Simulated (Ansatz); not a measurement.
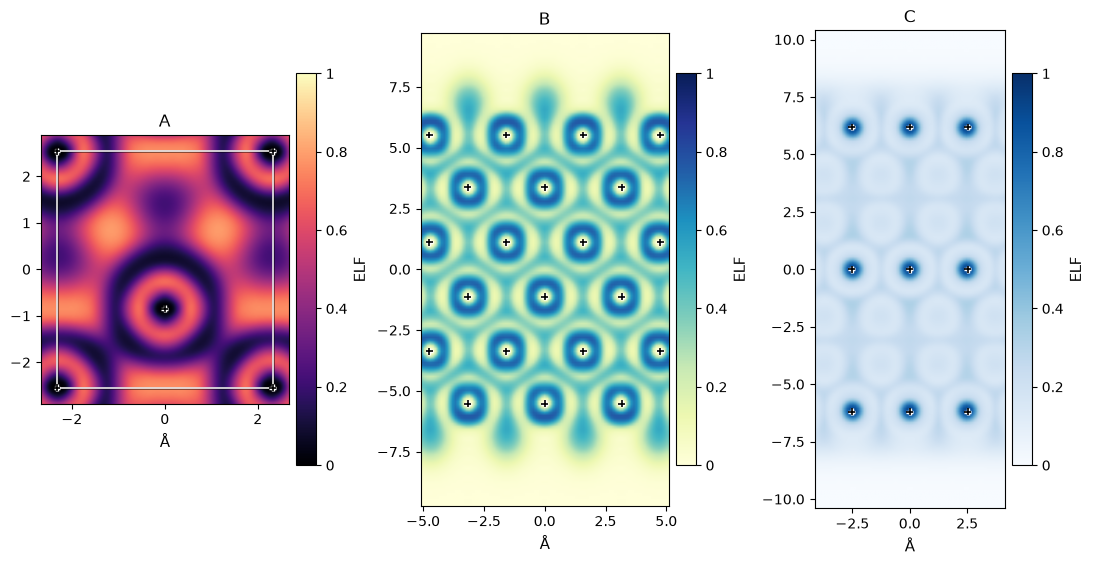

The electron localisation function of 3 systems, each on a plane through atoms (crosses mark nuclei in the plane).

Computed with DFT r2SCAN, scalar-relativistic, plane waves, PAW (Ansatz 0.2.0).

System 1: Cu (slab), the (11̄0) plane of the calculation cell, a cut from vacuum to vacuum. Computed without spin polarisation.

```xyz
7
Lattice="2.5292 0.0000 0.0000 -1.2646 2.1904 0.0000 0.0000 0.0000 27.3907" Properties=species:S:1:pos:R:3 pbc="T T T"
Cu    1.2646    0.7301    7.5001
Cu    0.0000    1.4603    9.5651
Cu    0.0000    0.0000   11.6304
Cu    1.2646    0.7301   13.6953
Cu    0.0000    1.4603   15.7603
Cu    0.0000    0.0000   17.8256
Cu    1.2646    0.7301   19.8906
```

System 2: Ti, the (110) plane of the conventional cell. Space group P6₃/mmc; computed without spin polarisation.

System 3: W (slab), the (11̄0) plane of the calculation cell, a cut from vacuum to vacuum. 

```cif
data_structure
_symmetry_space_group_name_H-M 'P 1'
_symmetry_Int_Tables_number 1
_cell_length_a 2.7440
_cell_length_b 2.7440
_cell_length_c 26.2021
_cell_angle_alpha 90.000
_cell_angle_beta 90.000
_cell_angle_gamma 109.471
_cell_volume 186.00
loop_
_atom_site_label
_atom_site_type_symbol
_atom_site_fract_x
_atom_site_fract_y
_atom_site_fract_z
_atom_site_occupancy
W1 W 0.50000 0.50000 0.28920 1
W2 W 0.00000 0.00000 0.37139 1
W3 W 0.50000 0.50000 0.45730 1
W4 W 0.00000 0.00000 0.54270 1
W5 W 0.50000 0.50000 0.62861 1
W6 W 0.00000 0.00000 0.71080 1
```

Q: Which map belongs to which system?

A: Panel A is system 2, Ti: the plane holds Ti. Ti–Ti (2.87 Å): the ELF is about 0.20 at the midpoint: no shared electron pair shows on this line. Panel B is system 3, W: the plane holds W. W–W (2.67 Å): the ELF is about 0.40 at the midpoint. Panel C is system 1, Cu: the plane holds Cu. Cu–Cu (2.53 Å): the ELF is about 0.25 at the midpoint; no localised pair shows between them.
